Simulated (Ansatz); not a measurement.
# HgTe: geometry relaxation

The run: geometry relaxation of HgTe (F-43m, 2 atoms in the cell). Method and program: DFT PBE, scalar-relativistic, plane waves, PAW, no spin polarisation (Ansatz 0.2.0).

The structure derives from an entry of the Crystallography Open Database. Figures and captions count atoms from 1; the log counts them from 0 in places.

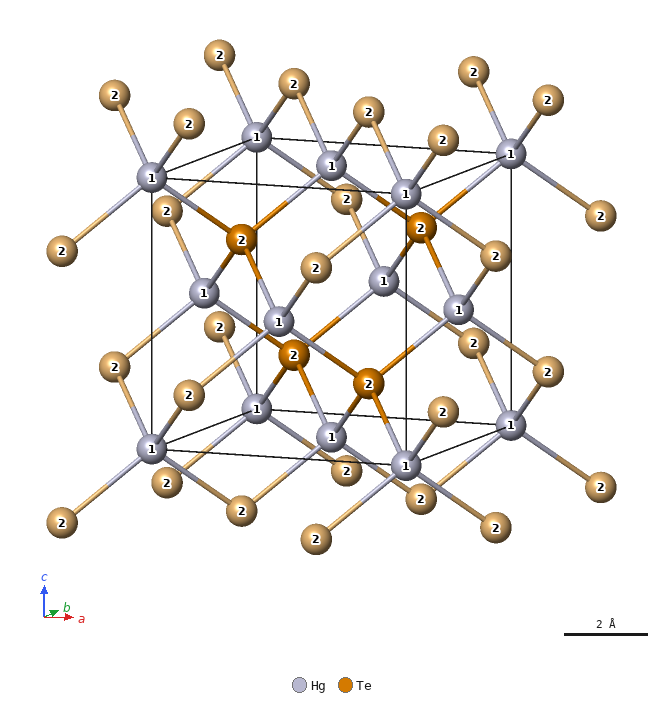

*The input geometry (ball-and-stick view of the cell 4 times as large as that of the calculation, set on its symmetry axes, seen slightly off an axis; neighbours outside the cell are drawn fainter; atoms are numbered from 1 in the order of the input).*

Summary:

```tsv
quantity	value
outcome	converged
space group (tolerance 0.01 Å)	F-43m (216)
electrons treated	36
free energy	−20793.7497 eV
Fermi energy	7.474 eV
gap on the k-point mesh	none (metallic)
pressure	−0.03 GPa
final volume	73.61 Å³
largest force (length of the vector) at the end	under 0.001 eV/Å
final cell	a = 4.704 Å, b = 4.704 Å, c = 4.704 Å, α = 60.00°, β = 60.00°, γ = 60.00°
hardware	2 threads of Arm Neoverse V1, 24 GiB of memory available, shared host
wall time	15 s (CPU time 29 s)
peak memory	0.45 GiB
```

Notes:

Spin–orbit coupling is left out, which matters for Hg.

Input:
```yaml
crystal:
  lattice:
    - [0.0, 3.326407796, 3.326407796]
    - [3.326407796, 0.0, 3.326407796]
    - [3.326407796, 3.326407796, 0.0]
  atoms:
    - { symbol: Hg, position: [0.0, 0.0, 0.0] }
    - { symbol: Te, position: [0.25, 0.25, 0.25] }
basis:
  ecutwfc: 420
kpoints:
  mp_grid: { grid: [12, 12, 12] }
hamiltonian:
  xc: pbe
scf:
  occupations: { method: gaussian, width: 0.1 }
output:
  forces: true
  stress: true
  eigenvalues: true
  write_density: true
  write_potential: true
  elf: true
  volumetric_format: npy
relax:
  adjacent_minimum: "off"
  f_tol: 0.005
  max_steps: 80
  cell: { stress_tol: 0.05 }
```

Launch command:
```bash
ansatz run input.yaml --threads 2 --pin off --max-ram 5120MiB --backend cpu --events-out ev --progress --plain --runs-dir out
```

Log:
```
Engine: ansatz 0.2.0, aarch64-unknown-linux-gnu
Pseudopotentials: kind: paw
Pseudopotential: Hg, paw, valence charge 20, recommended cutoff 420 eV (normal), Hg.paw.azcp
Pseudopotential: Te, paw, valence charge 16, recommended cutoff 420 eV (normal), Te.paw.azcp
Functional definition: PBE
  parameter kappa = 0.804
  parameter beta = 0.06672455060314922
  exchange = pbe_x(kappa = kappa, mu = beta*pi^2/3)
  correlation = pbe_c(beta = beta)
Crystal: 2 atoms, lattice volume = 73.613 Å³
Basis set: ecut = 420 eV, 1459 PW (Γ), exchange–correlation on 64×64×64 points (8 copies of the dense FFT grid, shifted against one another)
Bands: 22, of which v1, the nominal top of the filled ones, is band 18 counted from 1 (17 counted from 0)
Symmetry: 24 space group operations
Space group: F-43m (ITA 216), of the structure as read, at distance tolerance 4.2e-5 Å
k-points: 72 of 1728 (time reversal used)
Non-local potential: Hg, projectors of the file, l = 0: 3, l = 1: 2, l = 2: 2, l = 3: 1
Non-local potential: Te, projectors of the file, l = 0: 2, l = 1: 2, l = 2: 2, l = 3: 2
PAW form: soft (Blöchl's): semilocal exchange-correlation on the pseudo side does not see the compensation charge
PAW one-centre angular grid: Hg, 590 points (default); XC on 64 Gauss nodes
PAW one-centre angular grid: Te, 590 points (default); XC on 64 Gauss nodes
Initial density: superposition of atomic densities (neutral atoms: chi_scale 0, normalization atom), corrected by the library's trained network
Initial wavefunctions: pseudopotential atomic-orbital guess
Functional: x = pbe(κ = 0.804, μ = 0.2195149727645171), c = pbe(β = 0.06672455060314922)
SCF iter   1: F=—  HF=-20793.749566 eV  |F-HF|=—  |Δ(HF+E_count)|=         —  Δρ=1.21e-3  dr2=2.53e-3  ethr=1.77e-3  ⟨swp⟩=5.9  Hψ=7396  notcnv=0
preconditioner: auto → none  [insulator: Δε(μ)=0.348 eV  Ē_g=10.222 eV  σ=0.100 eV  W_gap=0.84  n_scr=14 (ndim 8)  ℏωp=18.4 eV  f_vac=0.206  D(μ)=0.03/eV (n_scr^D=0)  ε∞_Penn≈4.2]
SCF iter   2: F=—  HF=-20793.749481 eV  |F-HF|=—  |Δ(HF+E_count)|=   8.49e-5  Δρ=5.50e-4  dr2=2.68e-4  ethr=7.02e-6  ⟨swp⟩=2.3  Hψ=2886  notcnv=0
SCF iter   3: F=—  HF=-20793.749587 eV  |F-HF|=—  |Δ(HF+E_count)|=   1.05e-4  Δρ=2.08e-4  dr2=3.00e-5  ethr=7.44e-7  ⟨swp⟩=2.0  Hψ=2161  notcnv=0
SCF iter   4: F=—  HF=-20793.749677 eV  |F-HF|=—  |Δ(HF+E_count)|=   9.08e-5  Δρ=7.83e-5  dr2=4.72e-6  ethr=8.33e-8  ⟨swp⟩=2.0  Hψ=2225  notcnv=0
SCF iter   5: F=—  HF=-20793.749701 eV  |F-HF|=—  |Δ(HF+E_count)|=   2.39e-5  Δρ=1.54e-5  dr2=1.54e-7  ethr=1.31e-8  ⟨swp⟩=2.0  Hψ=2235  notcnv=0
SCF iter   6: F=-20793.749703 eV  HF=-20793.749703 eV  |F-HF|=2.76e-8  |Δ(HF+E_count)|=   1.47e-6  Δρ=2.28e-6  dr2=4.59e-9  ethr=2.78e-10  ⟨swp⟩=12.3  Hψ=12045  notcnv=0
SCF 1 converged in 6 iterations: F = -20793.749703 eV  dr2 = 4.59e-9
  greatest PAW one-centre occupation: 1.000 electrons in one spin orbital (limit 2), on the Hg atom at site 0 (counted from 0), in its partial waves of l = 0
relax step   1: F+E_penalty+E_count = -20793.74970284 eV  Δ(F+E_penalty+E_count) = +0.000e0 eV  max|allowed force component| = 8.442e-17 eV/Å  Δτ_max = 0.0000 Å  P = -0.034 GPa  Ω = 73.613 Å³  (6 SCF iters, dr2 threshold 1.00e-7 eV, accepted)
Initial density: handed on by an earlier stage of this run
Initial wavefunctions: pseudopotential atomic-orbital guess (no wavefunctions were taken with the density)
iter 1 solved again at ethr=8.39e-8 eV; its pass at ethr=3.10e-3 eV (dr2=3.02e-5 eV) is discarded
SCF iter   1: F=—  HF=-20793.749700 eV  |F-HF|=—  |Δ(HF+E_count)|=         —  Δρ=2.34e-6  dr2=4.93e-9  ethr=8.39e-8  ⟨swp⟩=4.0  Hψ=11831  notcnv=0
eigensolver tolerance schedule: the retry pair's looser diagonalisation over-reported the residual by 6131.44 of it (diagonalisation noise at 0.20 of the residual, at the tolerance the schedule requests for it); recorded, not acted on — ethr = c·dr2/N_el stays at c = 1.0e-1
preconditioner: auto → none  [insulator: Δε(μ)=0.354 eV  Ē_g=10.207 eV  σ=0.100 eV  W_gap=0.85  n_scr=14 (ndim 8)  ℏωp=18.4 eV  f_vac=0.205  D(μ)=0.03/eV (n_scr^D=0)  ε∞_Penn≈4.2]
SCF iter   2: F=—  HF=-20793.749703 eV  |F-HF|=—  |Δ(HF+E_count)|=   2.48e-6  Δρ=1.27e-6  dr2=1.40e-9  ethr=1.37e-11  ⟨swp⟩=3.4  Hψ=3526  notcnv=0
SCF iter   3: F=—  HF=-20793.749703 eV  |F-HF|=—  |Δ(HF+E_count)|=   1.07e-8  Δρ=8.25e-7  dr2=6.98e-10  ethr=3.88e-12  ⟨swp⟩=2.2  Hψ=2244  notcnv=0
SCF iter   4: F=-20793.749703 eV  HF=-20793.749703 eV  |F-HF|=5.09e-11  |Δ(HF+E_count)|=  5.75e-10  Δρ=1.21e-7  dr2=1.94e-11  ethr=1.00e-12  ⟨swp⟩=5.4  Hψ=8769  notcnv=0
SCF 2 converged in 4 iterations: F = -20793.749703 eV  dr2 = 1.94e-11
relax step   2: F+E_penalty+E_count = -20793.74970284 eV  Δ(F+E_penalty+E_count) = -5.726e-9 eV  max|allowed force component| = 7.286e-17 eV/Å  Δτ_max = 0.0000 Å  P = -0.033 GPa  Ω = 73.613 Å³  stress off target by 3.35e-2 GPa  SCF on the basis re-selected at this cell (its energy is not comparable with the rows above)  (4 SCF iters)
```

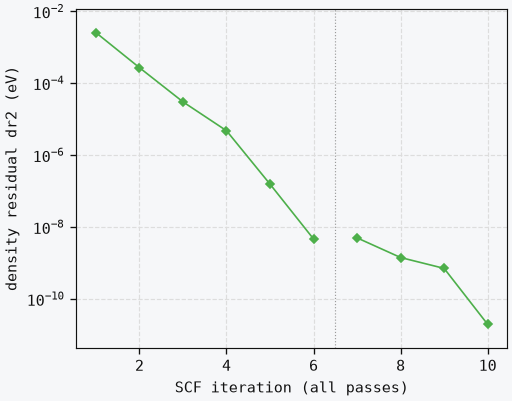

*Convergence of the self-consistent field: density residual dr2 against the SCF iteration. The dotted lines part the SCF passes of the relaxation: geometry steps, rejected trials and re-solves on a re-selected basis.*

The passes take 6 and 4 iterations.

```
basis re-selected at this cell: Δ(F+E_penalty+E_count) = -5.726e-9 eV, ΔP = +0.000 GPa vs the last step (what re-selecting the basis moved, of the pressure what is left beyond the Pulay correction that the steps carried, after the strain that the cell walked since its last selection, with what the two solves' SCF thresholds leave and, on support functions, any second-order correction that the steps lacked; it is no measure of the basis error at this ecutwfc). This SCF's stress stands 3.35e-2 GPa from its target on what of the cell is left free (relax.cell.stress_tol is 5.00e-2 GPa) and its largest allowed force component is 7.29e-17 eV/Å (relax.f_tol is 5.00e-3 eV/Å): within both
SCF converged after 4 iterations
Free energy (F): -20793.749703 eV
Harris-Foulkes:  -20793.749703 eV  (|F-HF|=5.09e-11)
Internal energy: -20793.749538 eV  (E = F + TS)
E sigma→0 (E₀):  -20793.749621 eV
Entropy (-TS):   -0.000165 eV (-0.082 meV/atom)
Fermi energy:    7.473950 eV
--- Per-component energies (eV) ---
  E_band       = -807.423854
  E_kinetic    = 782.740607
  E_local      = -4989.419156  (includes V_loc(G=0)·N_el)
  E_nonlocal   = -237.676358
  E_hartree    = 2411.609209
  E_xc         = -343.852046
  E_vxc        = -365.250788  (∫ρ·V_xc dr)
  E_paw        = -14606.748189  (= ΣΔE_a)
  E_vpaw       = -821.037550  (= ΣTr[D̂ρ^β])
  E_aug_tail   = 0.000731  (compensation charges beyond the density's cutoff)
  E_ewald      = -3810.404336
  E_smearing   = -0.000165  (= −TS)
  E_closure    = -0.000000  (closes the sum)
  Σ components = -20793.749703   (vs F -20793.749703, Δ=0.00e0)
--- Forces (eV/Å), atoms counted from 1 ---
  atom   1  Hg     0.00000000     0.00000000    -0.00000000
  atom   2  Te    -0.00000000     0.00000000     0.00000000
  max |Σ_I F_I| component: 9.48e-17 eV/Å
--- Stress (GPa, compression-positive) ---
       -0.033461       0.000000      -0.000000
        0.000000      -0.033461       0.000000
       -0.000000       0.000000      -0.033461
  P = ⅓ Tr σ = -0.0335 GPa (-0.335 kbar)
--- Band table (eV; the first three rows and the last of 72) ---
  k-point 0: bands = ["-107.1571", "-55.6133", "-55.6133", "-55.6133", "-29.0865", "-29.0865", "-29.0865", "-29.0816", "-29.0816", "-4.0043", "0.5183", "0.5183", "0.5183", "0.9498", "0.9498", "6.4858", "7.4021", "7.4021", "7.4021", "11.7911", "11.7911", "11.7911"]
  k-point 1: bands = ["-107.1571", "-55.6133", "-55.6133", "-55.6133", "-29.0866", "-29.0865", "-29.0865", "-29.0816", "-29.0816", "-3.9752", "0.5264", "0.5264", "0.5311", "0.9490", "0.9490", "5.9757", "7.3352", "7.3352", "7.7557", "11.6877", "11.8872", "11.8872"]
  k-point 2: bands = ["-107.1571", "-55.6133", "-55.6133", "-55.6133", "-29.0866", "-29.0865", "-29.0865", "-29.0816", "-29.0816", "-3.8941", "0.5479", "0.5479", "0.5763", "0.9480", "0.9480", "5.1216", "7.1641", "7.1641", "8.1177", "11.7518", "12.1195", "12.1195"]
  k-point 71: bands = ["-107.1571", "-55.6134", "-55.6133", "-55.6133", "-29.0867", "-29.0865", "-29.0862", "-29.0816", "-29.0814", "-3.3720", "0.7095", "0.7360", "0.9088", "0.9290", "1.4348", "2.3883", "5.1706", "5.2139", "10.2976", "12.0977", "12.6598", "13.6915"]
--- Relaxed structure (1 steps of the walk, 1 accepted, 1 SCFs on fresh bases) ---
  F+E_penalty+E_count = -20793.74970284 eV   max|allowed force component| = 7.286e-17 eV/Å   (the final SCF, on the basis selected at the relaxed cell)
  cell:  # Å, volume = 73.6133 Å³
    - [0.0, 3.326407796, 3.326407796]
    - [3.326407796, 0.0, 3.326407796]
    - [3.326407796, 3.326407796, 0.0]
  atoms:
    - { symbol: Hg, position: [0.0, 0.0, 0.0] }
    - { symbol: Te, position: [0.24999999999999997, 0.24999999999999997, 0.24999999999999997] }
```

Trajectory as extended XYZ (Å, eV, eV/Å), 2 frames, from step=1 to step=2:
```
2
Lattice="0.0000 3.3264 3.3264 3.3264 0.0000 3.3264 3.3264 3.3264 0.0000" Properties=species:S:1:pos:R:3:forces:R:3 step=1 energy=-20793.74970 pressure_GPa=-0.03
Hg    0.0000    0.0000    0.0000    0.0000   0.0000   0.0000
Te    1.6632    1.6632    1.6632    0.0000   0.0000   0.0000
2
Lattice="0.0000 3.3264 3.3264 3.3264 0.0000 3.3264 3.3264 3.3264 0.0000" Properties=species:S:1:pos:R:3:forces:R:3 step=2 energy=-20793.74970 pressure_GPa=-0.03
Hg    0.0000    0.0000    0.0000    0.0000   0.0000   0.0000
Te    1.6632    1.6632    1.6632    0.0000   0.0000   0.0000
```

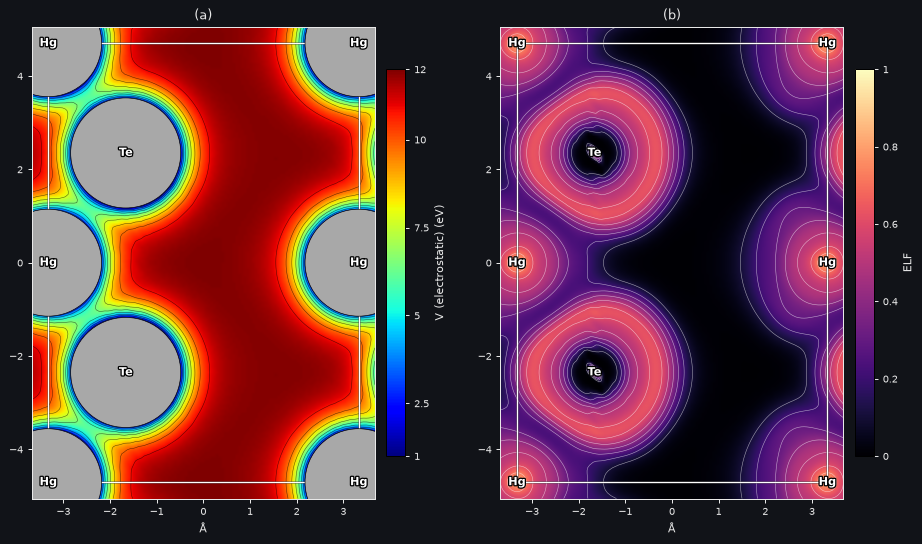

*(a) electrostatic potential energy of an electron; (b) ELF on the (011) plane of the conventional cell. Grey discs, where drawn, cover atomic cores.*

The plane passes through Hg and Te nuclei. Hg–Te (2.88 Å): the ELF peaks at about 0.60 in the valence shell of Te, 1.2 Å from its nucleus, and drops to about 0.25 between the two atoms. The strong features right at Hg lie inside the PAW spheres (semicore, d or f shells) and say nothing about bonding. Outside the cores the potential energy rises away from the atoms and is highest about 2.9 Å from the nearest atoms; outside the discs it spans about 11 eV, and its zero is arbitrary. In a PAW calculation such maps are meaningful between the atoms, not at the nuclei.

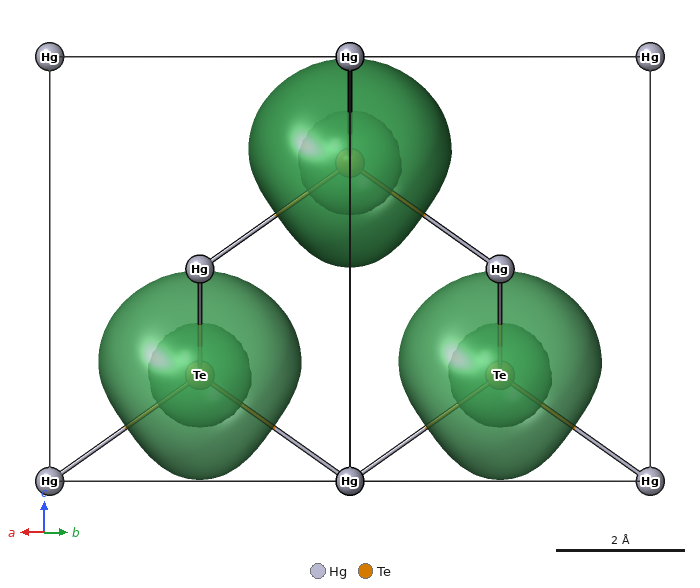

*Isosurface of the electron localisation function at 0.45 (green), seen along [110]. Only the valence region is drawn (cores and ρ < 0.01 e/Å³ removed). Sticks mark near contacts. The outline is the cell set on symmetry axes.*

Along the contacts the grid gives the following. Hg–Te (2.88 Å): the ELF peaks at about 0.60 in the valence shell of Te, 1.2 Å from its nucleus, and drops to about 0.25 between the two atoms.
